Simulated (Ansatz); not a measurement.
## Run report: Pt$_{12}$S, geometry relaxation (part 1 of 3)

The run: geometry relaxation of Pt$_{12}$S (slab, 13 atoms in the cell). Method and program: DFT PBE+D3(BJ), scalar-relativistic, plane waves, PAW, no spin polarisation (Ansatz 0.2.0).

The structure derives from an entry of the Crystallography Open Database. The input holds or restrains some coordinates. Forces given for the steps count only the free coordinates. Figures and captions count atoms from 1; the log counts them from 0 in places.

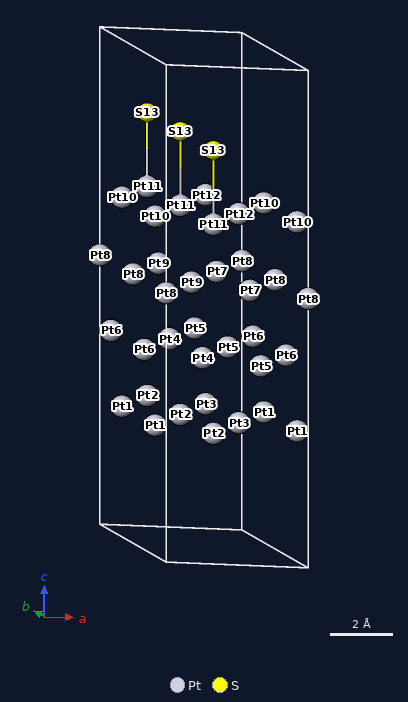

**Figure 1.** The input geometry (ball-and-stick view of the 1 × 2 repeat of the cell, with the vacuum cut short, seen slightly off an axis; atoms are numbered from 1 in the order of the input). An atom can appear more than once, as a periodic image.

Summary:

| quantity | value |
| --- | --- |
| outcome | converged under the restraints of the input |
| electrons treated | 222 |
| free energy | −151181.6754 eV |
| work function, top face | 5.80 eV |
| work function, bottom face | 5.68 eV |
| Fermi energy | 4.847 eV |
| gap on the k-point mesh | none (metallic) |
| final volume | 517.36 Å³ |
| work function (upper face) | 5.80 eV |
| largest force (length of the vector) at the end, held atoms and coordinates included | 0.303 eV/Å |
| hardware | 4 threads of Intel Xeon (Sapphire Rapids), 64 GiB of memory available, shared host |
| wall time | 59 s (CPU time 3.8 min) |
| peak memory | 1.7 GiB |

The program warns: the exchange-correlation potential is rough where the density is thin. Spin–orbit coupling is left out, which matters for Pt.

Input file:
```yaml
crystal:
  lattice:
    - [4.8115405478, 0.0, 0.0]
    - [-2.4057702739, 4.1669163458, 0.0]
    - [0.0, 0.0, 25.8045458987]
  atoms:
    - { symbol: Pt, position: [0.0, 0.3333333333, 0.329399325] }
    - { symbol: Pt, position: [0.3333333333, 0.0, 0.329399325] }
    - { symbol: Pt, position: [0.6666666667, 0.6666666667, 0.329399325] }
    - { symbol: Pt, position: [0.3333333333, 0.3333333333, 0.4172978671] }
    - { symbol: Pt, position: [0.6666666667, 0.0, 0.4172978671] }
    - { symbol: Pt, position: [0.0, 0.6666666667, 0.4172978671] }
    - { symbol: Pt, position: [0.6666666667, 0.3333333333, 0.5048849539] }
    - { symbol: Pt, position: [0.0, 0.0, 0.5048849539] }
    - { symbol: Pt, position: [0.3333333333, 0.6666666667, 0.5048849539] }
    - { symbol: Pt, position: [0.0, 0.3333333333, 0.5940586654] }
    - { symbol: Pt, position: [0.3333333333, 0.0, 0.5940586654] }
    - { symbol: Pt, position: [0.6666666667, 0.6666666667, 0.5940586654] }
    - { symbol: S, position: [0.3333333333, 0.0, 0.6878405909] }
basis:
  ecutwfc: 420
kpoints:
  mp_grid: { grid: [6, 6, 1] }
hamiltonian:
  xc: pbe
  dispersion: d3bj
scf:
  occupations: { method: gaussian, width: 0.1 }
output:
  forces: true
  eigenvalues: true
  write_density: true
  write_potential: true
  elf: true
  volumetric_format: npy
relax:
  adjacent_minimum: "off"
  f_tol: 0.03
  max_steps: 70
  constraints: [{ sites: [0, 1, 2, 3, 4, 5] }]
efield:
  axis: 3
  dipole_correction: true
```

Launch command:
```bash
ansatz run input.yaml --threads 4 --pin off --max-ram 10240MiB --backend cpu --events-out ev --progress --plain --runs-dir out
```

The program's output:
```
Engine: ansatz 0.2.0, x86_64-unknown-linux-gnu
Pseudopotentials: kind: paw
Pseudopotential: Pt, paw, valence charge 18, recommended cutoff 420 eV (normal), Pt.paw.azcp
Pseudopotential: S, paw, valence charge 6, recommended cutoff 420 eV (normal), S.paw.azcp
Functional definition: PBE
  parameter kappa = 0.804
  parameter beta = 0.06672455060314922
  exchange = pbe_x(kappa = kappa, mu = beta*pi^2/3)
  correlation = pbe_c(beta = beta)
Crystal: 13 atoms, lattice volume = 517.363 Å³
Basis set: ecut = 420 eV, 9963 PW (Γ), exchange–correlation on 72×72×360 points (8 copies of the dense FFT grid, shifted against one another)
Bands: 134, of which v1, the nominal top of the filled ones, is band 111 counted from 1 (110 counted from 0)
Symmetry: 6 space group operations
Space group: P31m (ITA 157), of the structure as read, at distance tolerance 8.0e-5 Å
k-points: 7 of 36 (time reversal used)
Non-local potential: Pt, projectors of the file, l = 0: 3, l = 1: 2, l = 2: 2, l = 3: 1
Non-local potential: S, projectors of the file, l = 0: 2, l = 1: 2, l = 2: 2
PAW form: soft (Blöchl's): semilocal exchange-correlation on the pseudo side does not see the compensation charge
PAW one-centre angular grid: Pt, 590 points (default); XC on 64 Gauss nodes
PAW one-centre angular grid: S, 110 points (default); XC on 64 Gauss nodes
Initial density: superposition of atomic densities (neutral atoms: chi_scale 0, normalization atom), corrected by the library's trained network
Initial wavefunctions: pseudopotential atomic-orbital guess
Functional: x = pbe(κ = 0.804, μ = 0.2195149727645171), c = pbe(β = 0.06672455060314922)
SCF iter   1: F=—  HF=-151181.271777 eV  |F-HF|=—  |Δ(HF+E_count)|=         —  Δρ=7.58e-3  dr2=3.35e0  ethr=1.77e-3  p=-0.111 e·Å  D=-3.87e-2 V/Å  ΔV_dip=1.00 eV  dr2_dipole=1.50e0  V_vac-E_F(+/−)=6.19/5.19 eV  ⟨swp⟩=7.4  Hψ=4059  notcnv=0  defer=36
efield: sawtooth ramp at fractional position 0.9586 (placed from the atoms, in the widest stretch of the axis that holds none; the zero of the levels goes with the place), width 0.1000; the density the first Hamiltonian is built on has a dipole p = -0.111 e·Å; the dipole correction subtracts the counter field D = -3.87e-2 V/Å, which shifts the + side's vacuum level by +1.00 eV against the − side's; the planar-averaged density in the ramp window peaks in size at 1.9e-5 e/Å³
preconditioner: auto → LDOS  [metal: Δε(μ)=0.008 eV  Ē_g=7.462 eV  σ=0.100 eV  W_gap=0.04  n_scr=108 (ndim 8)  ℏωp=18.3 eV  f_vac=0.555  D(μ)=32.58/eV (n_scr^D=356)  β→1.0]
SCF iter   2: F=—  HF=-151181.254516 eV  |F-HF|=—  |Δ(HF+E_count)|=   1.73e-2  Δρ=3.83e-3  dr2=3.92e-1  ethr=1.51e-3  p=-0.061 e·Å  D=-2.12e-2 V/Å  ΔV_dip=0.55 eV  dr2_dipole=1.02e-1  V_vac-E_F(+/−)=6.19/5.65 eV  ⟨swp⟩=1.0  Hψ=1085  notcnv=0  defer=66
SCF iter   3: F=—  HF=-151181.252445 eV  |F-HF|=—  |Δ(HF+E_count)|=   2.07e-3  Δρ=2.31e-3  dr2=1.80e-1  ethr=1.77e-4  p=-0.067 e·Å  D=-2.36e-2 V/Å  ΔV_dip=0.61 eV  dr2_dipole=6.67e-3  V_vac-E_F(+/−)=6.20/5.59 eV  ⟨swp⟩=2.0  Hψ=1227  notcnv=0  defer=71
SCF iter   4: F=—  HF=-151181.242158 eV  |F-HF|=—  |Δ(HF+E_count)|=   1.03e-2  Δρ=1.03e-3  dr2=3.22e-2  ethr=8.10e-5  p=-0.058 e·Å  D=-2.01e-2 V/Å  ΔV_dip=0.52 eV  dr2_dipole=9.90e-6  V_vac-E_F(+/−)=6.20/5.68 eV  ⟨swp⟩=2.0  Hψ=1231  notcnv=0  defer=71
SCF iter   5: F=—  HF=-151181.241154 eV  |F-HF|=—  |Δ(HF+E_count)|=   1.00e-3  Δρ=6.03e-4  dr2=1.05e-2  ethr=1.45e-5  p=-0.059 e·Å  D=-2.07e-2 V/Å  ΔV_dip=0.53 eV  dr2_dipole=3.22e-4  V_vac-E_F(+/−)=6.20/5.67 eV  ⟨swp⟩=2.1  Hψ=1187  notcnv=0  defer=71
SCF iter   6: F=—  HF=-151181.240371 eV  |F-HF|=—  |Δ(HF+E_count)|=   7.83e-4  Δρ=2.56e-4  dr2=2.01e-3  ethr=4.72e-6  p=-0.060 e·Å  D=-2.09e-2 V/Å  ΔV_dip=0.54 eV  dr2_dipole=1.44e-4  V_vac-E_F(+/−)=6.21/5.67 eV  ⟨swp⟩=1.3  Hψ=948  notcnv=0  defer=69
SCF iter   7: F=—  HF=-151181.240338 eV  |F-HF|=—  |Δ(HF+E_count)|=   3.35e-5  Δρ=1.11e-4  dr2=1.56e-4  ethr=9.04e-7  p=-0.060 e·Å  D=-2.09e-2 V/Å  ΔV_dip=0.54 eV  dr2_dipole=1.88e-5  V_vac-E_F(+/−)=6.21/5.67 eV  ⟨swp⟩=2.0  Hψ=1049  notcnv=0  defer=69
SCF iter   8: F=—  HF=-151181.240340 eV  |F-HF|=—  |Δ(HF+E_count)|=   2.76e-6  Δρ=5.42e-5  dr2=4.57e-5  ethr=7.04e-8  p=-0.060 e·Å  D=-2.08e-2 V/Å  ΔV_dip=0.54 eV  dr2_dipole=5.53e-7  V_vac-E_F(+/−)=6.21/5.67 eV  ⟨swp⟩=2.0  Hψ=1297  notcnv=0  defer=69
SCF iter   9: F=-151181.240329 eV  HF=-151181.240342 eV  |F-HF|=1.26e-5  |Δ(HF+E_count)|=   1.47e-6  Δρ=3.42e-5  dr2=1.65e-5  ethr=1.01e-8  p=-0.060 e·Å  D=-2.08e-2 V/Å  ΔV_dip=0.54 eV  dr2_dipole=1.45e-8  V_vac-E_F(+/−)=6.21/5.67 eV  ⟨swp⟩=23.1  Hψ=9680  notcnv=0
SCF 1 converged in 9 iterations: F = -151181.240329 eV  dr2 = 1.65e-5
  greatest PAW one-centre occupation: 1.000 electrons in one spin orbital (limit 2), on the Pt atom at site 10 (counted from 0), in its partial waves of l = 0
relax step   1: F+E_penalty+E_count = -151181.24032936 eV  Δ(F+E_penalty+E_count) = +0.000e0 eV  max|allowed force component| = 2.657e0 eV/Å  Δτ_max = 0.0000 Å  (9 SCF iters, dr2 threshold 2.25e-5 eV, accepted)
Initial density: handed on by an earlier stage of this run
Initial wavefunctions: those handed on with the density
SCF iter   1: F=—  HF=-151181.789001 eV  |F-HF|=—  |Δ(HF+E_count)|=         —  Δρ=1.41e-2  dr2=1.27e1  ethr=3.10e-3  p=-0.060 e·Å  D=-2.08e-2 V/Å  ΔV_dip=0.54 eV  dr2_dipole=5.76e0  V_vac-E_F(+/−)=6.16/5.63 eV  ⟨swp⟩=3.9  Hψ=1888  notcnv=0  defer=81
efield: sawtooth ramp at fractional position 0.9586 (handed on by an earlier solve), width 0.1000; the density the first Hamiltonian is built on has a dipole p = -0.060 e·Å; the dipole correction subtracts the counter field D = -2.08e-2 V/Å, which shifts the + side's vacuum level by +0.54 eV against the − side's; the planar-averaged density in the ramp window peaks in size at 3.2e-6 e/Å³
preconditioner: auto → LDOS  [metal: Δε(μ)=0.050 eV  Ē_g=7.517 eV  σ=0.100 eV  W_gap=0.26  n_scr=108 (ndim 8)  ℏωp=18.3 eV  f_vac=0.558  D(μ)=26.62/eV (n_scr^D=246)  β→1.0]
SCF iter   2: F=—  HF=-151181.666492 eV  |F-HF|=—  |Δ(HF+E_count)|=   1.23e-1  Δρ=3.89e-3  dr2=3.37e-1  ethr=3.10e-3  p=-0.032 e·Å  D=-1.11e-2 V/Å  ΔV_dip=0.29 eV  dr2_dipole=9.03e-2  V_vac-E_F(+/−)=5.94/5.66 eV  ⟨swp⟩=1.1  Hψ=1086  notcnv=0  defer=82
SCF iter   3: F=—  HF=-151181.662872 eV  |F-HF|=—  |Δ(HF+E_count)|=   3.62e-3  Δρ=2.70e-3  dr2=8.61e-2  ethr=1.52e-4  p=-0.029 e·Å  D=-1.01e-2 V/Å  ΔV_dip=0.26 eV  dr2_dipole=7.86e-4  V_vac-E_F(+/−)=5.94/5.68 eV  ⟨swp⟩=2.7  Hψ=1633  notcnv=0  defer=82
SCF iter   4: F=—  HF=-151181.650076 eV  |F-HF|=—  |Δ(HF+E_count)|=   1.28e-2  Δρ=9.67e-4  dr2=3.46e-2  ethr=3.88e-5  p=-0.026 e·Å  D=-9.25e-3 V/Å  ΔV_dip=0.24 eV  dr2_dipole=1.18e-4  V_vac-E_F(+/−)=5.91/5.67 eV  ⟨swp⟩=2.0  Hψ=1575  notcnv=0  defer=82
SCF iter   5: F=—  HF=-151181.648452 eV  |F-HF|=—  |Δ(HF+E_count)|=   1.62e-3  Δρ=6.85e-4  dr2=1.19e-2  ethr=1.56e-5  p=-0.026 e·Å  D=-9.00e-3 V/Å  ΔV_dip=0.23 eV  dr2_dipole=4.28e-5  V_vac-E_F(+/−)=5.90/5.67 eV  ⟨swp⟩=2.0  Hψ=1292  notcnv=0  defer=82
SCF iter   6: F=—  HF=-151181.648013 eV  |F-HF|=—  |Δ(HF+E_count)|=   4.39e-4  Δρ=4.03e-4  dr2=3.42e-3  ethr=5.37e-6  p=-0.025 e·Å  D=-8.60e-3 V/Å  ΔV_dip=0.22 eV  dr2_dipole=8.74e-6  V_vac-E_F(+/−)=5.89/5.67 eV  ⟨swp⟩=1.1  Hψ=871  notcnv=0  defer=82
SCF iter   7: F=—  HF=-151181.647852 eV  |F-HF|=—  |Δ(HF+E_count)|=   1.61e-4  Δρ=2.46e-4  dr2=7.88e-4  ethr=1.54e-6  p=-0.024 e·Å  D=-8.36e-3 V/Å  ΔV_dip=0.22 eV  dr2_dipole=1.54e-5  V_vac-E_F(+/−)=5.89/5.67 eV  ⟨swp⟩=1.1  Hψ=921  notcnv=0  defer=82
SCF iter   8: F=—  HF=-151181.647897 eV  |F-HF|=—  |Δ(HF+E_count)|=   4.52e-5  Δρ=1.40e-4  dr2=2.51e-4  ethr=3.55e-7  p=-0.023 e·Å  D=-8.19e-3 V/Å  ΔV_dip=0.21 eV  dr2_dipole=2.96e-5  V_vac-E_F(+/−)=5.88/5.67 eV  ⟨swp⟩=2.0  Hψ=1248  notcnv=0  defer=82
SCF iter   9: F=-151181.647859 eV  HF=-151181.647902 eV  |F-HF|=4.35e-5  |Δ(HF+E_count)|=   5.30e-6  Δρ=7.11e-5  dr2=5.20e-5  ethr=4.50e-8  p=-0.023 e·Å  D=-8.21e-3 V/Å  ΔV_dip=0.21 eV  dr2_dipole=1.29e-6  V_vac-E_F(+/−)=5.88/5.67 eV  ⟨swp⟩=21.3  Hψ=10330  notcnv=0
SCF 2 converged in 9 iterations: F = -151181.647859 eV  dr2 = 5.20e-5
relax step   2: F+E_penalty+E_count = -151181.64785896 eV  Δ(F+E_penalty+E_count) = -4.075e-1 eV  max|allowed force component| = 5.102e-1 eV/Å  Δτ_max = 0.1913 Å  (9 SCF iters, dr2 threshold 1.00e-4 eV, accepted)
iter 1 solved again at ethr=4.81e-4 eV; its pass at ethr=3.10e-3 eV (dr2=1.07e0 eV) is discarded
SCF iter   1: F=—  HF=-151181.696599 eV  |F-HF|=—  |Δ(HF+E_count)|=         —  Δρ=8.88e-3  dr2=9.40e-1  ethr=4.81e-4  p=-0.023 e·Å  D=-8.21e-3 V/Å  ΔV_dip=0.21 eV  dr2_dipole=4.22e-1  V_vac-E_F(+/−)=5.85/5.64 eV  ⟨swp⟩=2.0  Hψ=3314  notcnv=0  defer=78
efield: sawtooth ramp at fractional position 0.9586 (handed on by an earlier solve), width 0.1000; the density the first Hamiltonian is built on has a dipole p = -0.023 e·Å; the dipole correction subtracts the counter field D = -8.21e-3 V/Å, which shifts the + side's vacuum level by +0.21 eV against the − side's; the planar-averaged density in the ramp window peaks in size at 2.6e-6 e/Å³
preconditioner: auto → LDOS  [metal: Δε(μ)=0.012 eV  Ē_g=7.578 eV  σ=0.100 eV  W_gap=0.07  n_scr=108 (ndim 8)  ℏωp=18.3 eV  f_vac=0.563  D(μ)=28.08/eV (n_scr^D=294)  β→1.0]
SCF iter   2: F=—  HF=-151181.679617 eV  |F-HF|=—  |Δ(HF+E_count)|=   1.70e-2  Δρ=2.57e-3  dr2=2.05e-1  ethr=4.23e-4  p=-0.015 e·Å  D=-5.29e-3 V/Å  ΔV_dip=0.14 eV  dr2_dipole=7.78e-2  V_vac-E_F(+/−)=5.79/5.66 eV  ⟨swp⟩=2.0  Hψ=1581  notcnv=0  defer=78
SCF iter   3: F=—  HF=-151181.678979 eV  |F-HF|=—  |Δ(HF+E_count)|=   6.38e-4  Δρ=2.35e-3  dr2=4.97e-2  ethr=9.26e-5  p=-0.015 e·Å  D=-5.33e-3 V/Å  ΔV_dip=0.14 eV  dr2_dipole=1.85e-4  V_vac-E_F(+/−)=5.80/5.66 eV  ⟨swp⟩=2.3  Hψ=1638  notcnv=0  defer=78
SCF iter   4: F=—  HF=-151181.664778 eV  |F-HF|=—  |Δ(HF+E_count)|=   1.42e-2  Δρ=5.39e-4  dr2=6.70e-3  ethr=2.24e-5  p=-0.013 e·Å  D=-4.52e-3 V/Å  ΔV_dip=0.12 eV  dr2_dipole=1.56e-3  V_vac-E_F(+/−)=5.78/5.67 eV  ⟨swp⟩=3.0  Hψ=1894  notcnv=0  defer=78
SCF iter   5: F=—  HF=-151181.663741 eV  |F-HF|=—  |Δ(HF+E_count)|=   1.04e-3  Δρ=2.99e-4  dr2=1.30e-3  ethr=3.02e-6  p=-0.012 e·Å  D=-4.34e-3 V/Å  ΔV_dip=0.11 eV  dr2_dipole=3.06e-4  V_vac-E_F(+/−)=5.78/5.67 eV  ⟨swp⟩=2.1  Hψ=1278  notcnv=0  defer=81
SCF iter   6: F=—  HF=-151181.663678 eV  |F-HF|=—  |Δ(HF+E_count)|=   6.33e-5  Δρ=1.79e-4  dr2=4.43e-4  ethr=5.87e-7  p=-0.012 e·Å  D=-4.17e-3 V/Å  ΔV_dip=0.11 eV  dr2_dipole=9.03e-6  V_vac-E_F(+/−)=5.77/5.67 eV  ⟨swp⟩=1.1  Hψ=862  notcnv=0  defer=81
SCF iter   7: F=—  HF=-151181.663663 eV  |F-HF|=—  |Δ(HF+E_count)|=   1.44e-5  Δρ=1.04e-4  dr2=1.67e-4  ethr=1.99e-7  p=-0.012 e·Å  D=-4.06e-3 V/Å  ΔV_dip=0.10 eV  dr2_dipole=4.79e-8  V_vac-E_F(+/−)=5.77/5.67 eV  ⟨swp⟩=1.3  Hψ=955  notcnv=0  defer=81
SCF iter   8: F=—  HF=-151181.663670 eV  |F-HF|=—  |Δ(HF+E_count)|=   6.77e-6  Δρ=4.35e-5  dr2=2.02e-5  ethr=7.54e-8  p=-0.011 e·Å  D=-3.96e-3 V/Å  ΔV_dip=0.10 eV  dr2_dipole=9.74e-8  V_vac-E_F(+/−)=5.77/5.67 eV  ⟨swp⟩=2.0  Hψ=1036  notcnv=0  defer=81
SCF iter   9: F=-151181.663679 eV  HF=-151181.663679 eV  |F-HF|=1.52e-7  |Δ(HF+E_count)|=   8.96e-6  Δρ=1.64e-5  dr2=3.08e-6  ethr=7.33e-9  p=-0.011 e·Å  D=-3.96e-3 V/Å  ΔV_dip=0.10 eV  dr2_dipole=2.06e-8  V_vac-E_F(+/−)=5.77/5.67 eV  ⟨swp⟩=22.6  Hψ=9462  notcnv=0
SCF 3 converged in 9 iterations: F = -151181.663679 eV  dr2 = 3.08e-6
relax step   3: F+E_penalty+E_count = -151181.66367923 eV  Δ(F+E_penalty+E_count) = -1.582e-2 eV  max|allowed force component| = 2.699e-1 eV/Å  Δτ_max = 0.1804 Å  (9 SCF iters, dr2 threshold 1.63e-5 eV, accepted)
```
